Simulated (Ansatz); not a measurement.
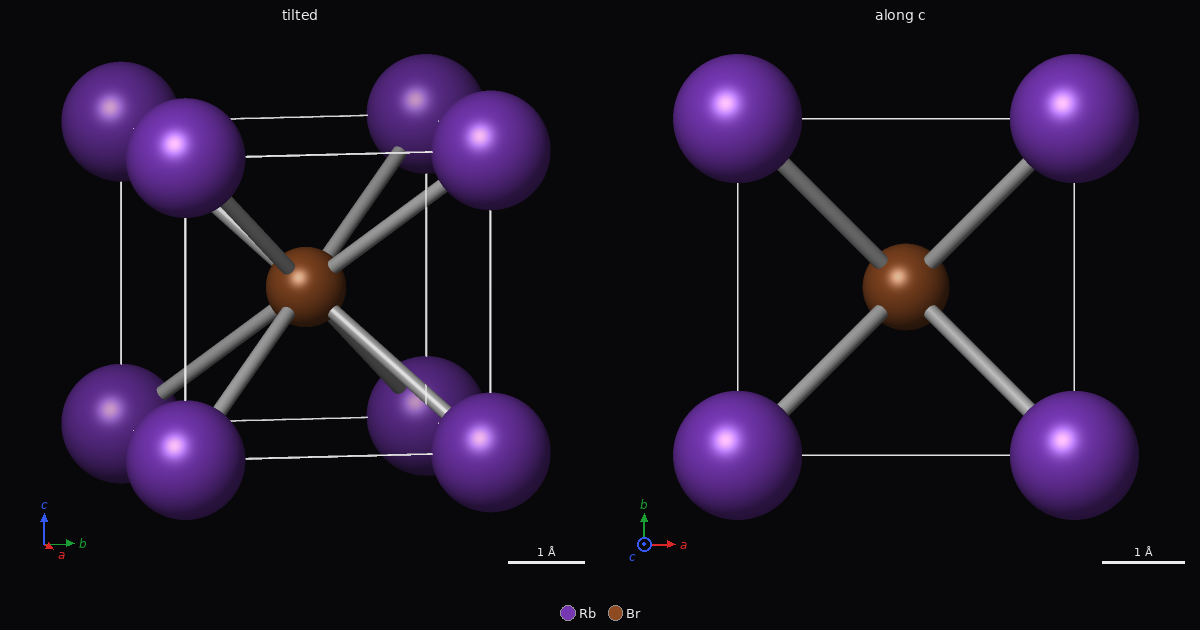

This ball-and-stick model is shown slightly off an axis and along the c axis. The wireframe shows the conventional unit cell.

RbBr, space group P4/mmm (No. 123), a = 4.128 Å, b = 4.128 Å, c = 4.025 Å, α = 90.00°, β = 90.00°, γ = 90.00°. The cell started as a structure type filled with these elements by a generator (whether the compound takes this form wasn't checked). The cell was then strained or its atoms displaced on purpose. An electronic-structure calculation with Ansatz was run on it.

This one geometry was computed with Ansatz (DFT, plane waves, PAW) at three levels of theory: HSE06, PBE and r2SCAN. It was relaxed with r2SCAN and then strained.

Question: How does the band gap change with the level of theory?

Answer: PBE: a gap of 4.08 eV, indirect; r2SCAN: a gap of 4.83 eV, indirect; HSE06: a gap of 5.26 eV, indirect.

Question: Collect the results in a table.

Answer:
| level | cutoff (eV) | k-mesh of the run's cell | gap (eV) | pressure (GPa) |
| --- | --- | --- | --- | --- |
| HSE06 | 420 | 4×4×4 | 5.26 | 0.9 |
| PBE | 420 | 6×6×6 | 4.08 | 1.3 |
| r2SCAN | 500 | 6×6×6 | 4.83 | 0.5 |

Gaps are taken on the k-mesh or band path of each run.
